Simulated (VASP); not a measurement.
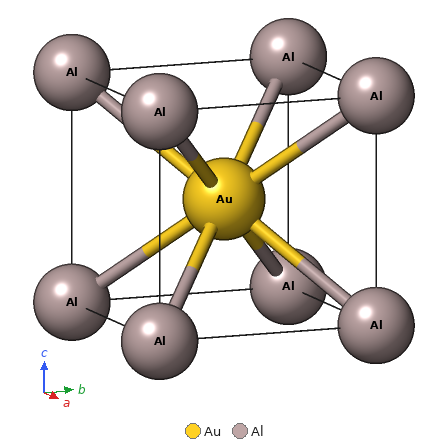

System: AlAu, space group Pm-3m (No. 221). The picture shows the conventional cell.

Structure:
```xyz
2
Lattice="3.2239 0.0000 0.0000 0.0000 3.2239 0.0000 0.0000 0.0000 3.2239" Properties=species:S:1:pos:R:3 pbc="T T T"
Au    1.6120    1.6120    1.6120
Al    0.0000    0.0000    0.0000
```

Method: plane-wave DFT, no spin polarisation; energies at scaled volumes of the given cell, shape and fractions fixed, counted from the fit's minimum, third-order Birch-Murnaghan fit (VASP 6.6.1). Level: PBEsol.

| setting | value |
| --- | --- |
| k mesh | 8×8×8 |
| occupations | Fermi–Dirac |
| smearing width | 0.05 eV |
| potentials | VASP PAW PBE potentials, recommended |
| wave cutoff | 520 eV |

What does the calculation give for the energy against volume? The volume takes the values 15.75, 16.08, 16.42, 16.75, 17.09, 17.42, 17.76 Å³/atom.

A third-order Birch–Murnaghan fit gives V0 = 16.00 Å³/atom, B0 = 131 GPa and B′ = 6.2. The energy is 1.61 meV/atom at volume 15.75 Å³/atom and 61.81 meV/atom at 17.76 Å³/atom; the lowest computed point is at volume 16.08 Å³/atom (0.23 meV/atom).

| volume (Å³/atom) | energy (meV/atom) |
| --- | --- |
| 15.75 | 1.61 |
| 16.08 | 0.23 |
| 16.42 | 4.29 |
| 16.75 | 13.13 |
| 17.09 | 26.09 |
| 17.42 | 42.50 |
| 17.76 | 61.81 |

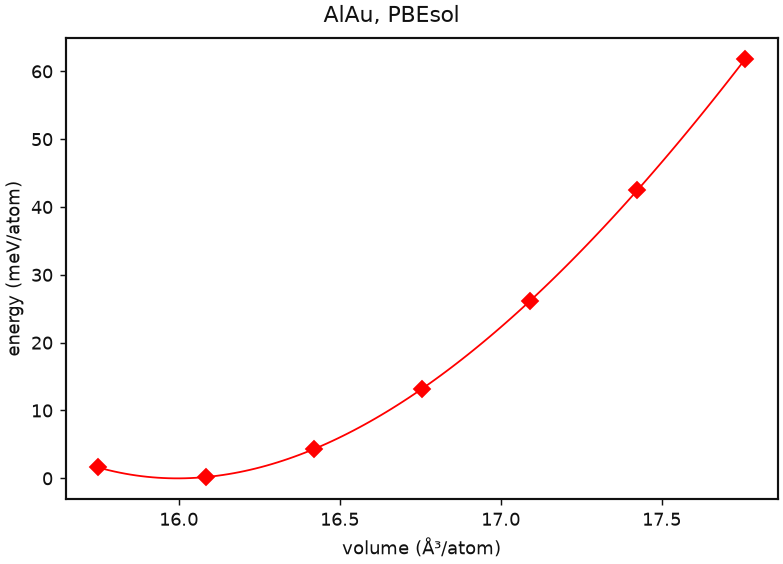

Note: spin-orbit coupling left out, heavy elements.
